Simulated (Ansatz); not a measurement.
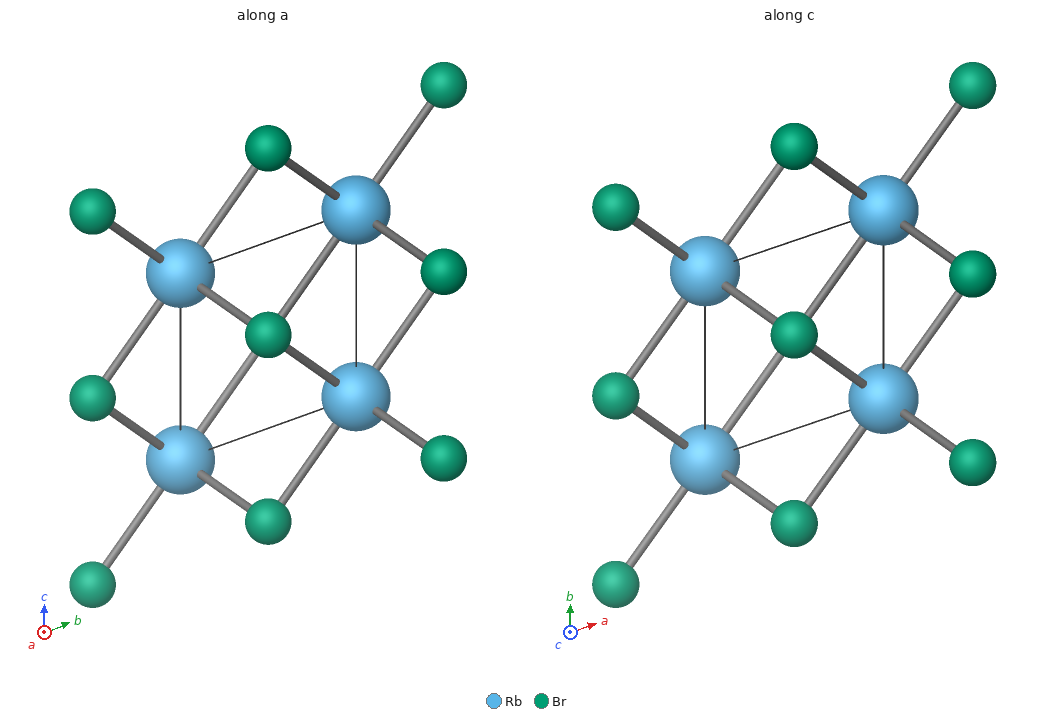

Figure: ball-and-stick view along the a axis and along the c axis. One simulation cell is framed, with atoms on its boundary repeated. Some neighbours outside the box are added.

The input file of the run:
```yaml
crystal:
  lattice:
    - [0.0, 3.4954343121, 3.4549664704]
    - [3.4954343121, 0.0, 3.4549664704]
    - [3.4954343121, 3.4954343121, 0.0]
  atoms:
    - { symbol: Rb, position: [0.0, 0.0, 0.0] }
    - { symbol: Br, position: [0.5, 0.5, 0.5] }
kpoints:
  mp_grid: { grid: [4, 4, 4] }
hamiltonian:
  xc: pbe
scf:
  occupations: { method: fixed }
gw:
  n_empty_bands: 352
  ecut_chi: 150
  qp_bands: [v2, c2]
  qp_kpoints: band_edges
  screening: { model: contour_deformation }
```

The calculation: Ansatz, G0W0 on PBE, plane waves, PAW, with a cutoff energy of 420 eV, Brillouin-zone sampling on a 4×4×4 mesh, no spin polarisation.

### What does the calculation say: metal or gapped?

An insulator at this level, with a gap of 4.24 eV, direct.

The structure was taken from a structure type filled with these elements by a generator (whether the compound takes this form wasn't checked). Earlier steps of the study may have refined or changed the cell and positions. Ansatz was used for an electronic-structure calculation on it.
